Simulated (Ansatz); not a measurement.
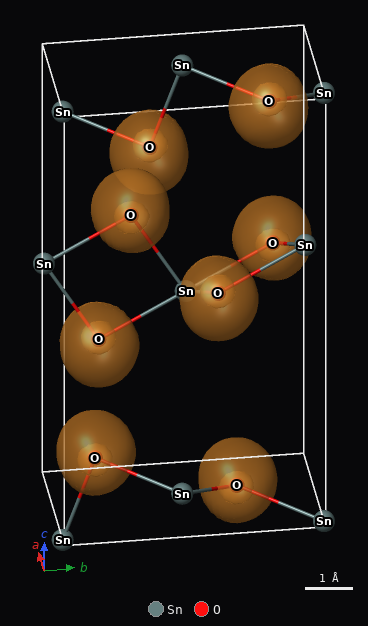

SnO2. Isosurface of the electron localisation function at 0.7 (orange), seen at an oblique angle. Core shells and regions of very low density are left out. Sticks mark near contacts.

Space group C222₁; a structure from a database of computed crystals, not necessarily the ambient phase; changed on purpose from its base cell (mode 1 frozen in at -0.254 Å, equal normal strain along x, y and z +0.0167); not relaxed (largest force 0.5 eV/Å); computed pressure about −6 GPa in this cell.

The calculation used DFT PBE+D3(BJ), scalar-relativistic, plane waves, PAW (Ansatz).

Core electrons are frozen (PAW), and the valence fields are smoothed inside the atomic spheres.

> Identify the bonds, lone pairs and shells in this picture.

The ELF exceeds this value in eight regions wrapped around O (the valence shell of each), counted in one cell of 12 atoms. Regions shared between cells count once. Profiles from the grid: Sn–O (2.15 Å): the ELF peaks at about 0.80 in the valence shell of O, 0.6 Å from its nucleus, and is about 0.25 at the midpoint (no shared electron pair shows on this line).
